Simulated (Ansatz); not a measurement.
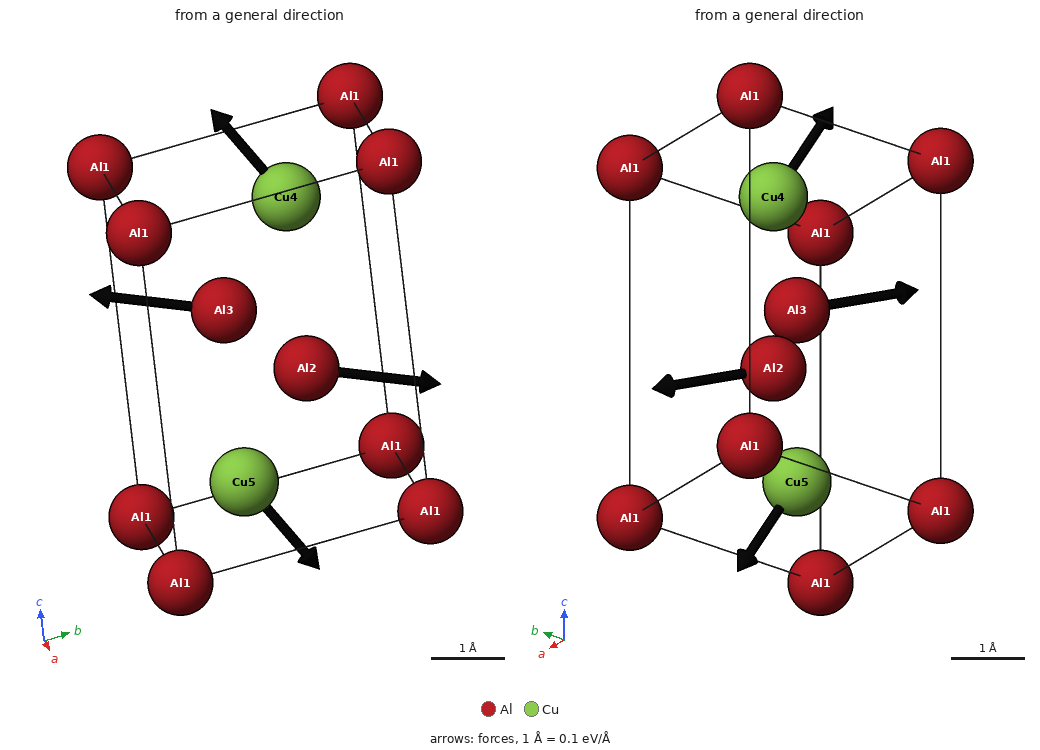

Shown here is a spheres-only view of the crystal, taken from two general directions. One simulation cell is outlined, and atoms on its boundary appear in each equivalent place. The arrows are the computed forces on the atoms.

System: Al$_{3}$Cu$_{2}$. Results below were computed with DFT PBEsol, scalar-relativistic, plane waves, PAW in Ansatz; the settings were a 420 eV plane-wave basis, a 12×12×10 k-point grid, Gaussian smearing of 0.15 eV, no spin polarisation.

> Is this an equilibrium geometry?

No. The atoms still feel forces of up to about 0.15 eV/Å, above a usual threshold of 0.01 to 0.03 eV/Å.

> Name the atom under the greatest force.

Al2 and Al3, about 0.15 eV/Å.

The structure comes from a structure listed in the Materials Project. The cell was then strained or its atoms displaced on purpose. It was run through Ansatz as a DFT input.
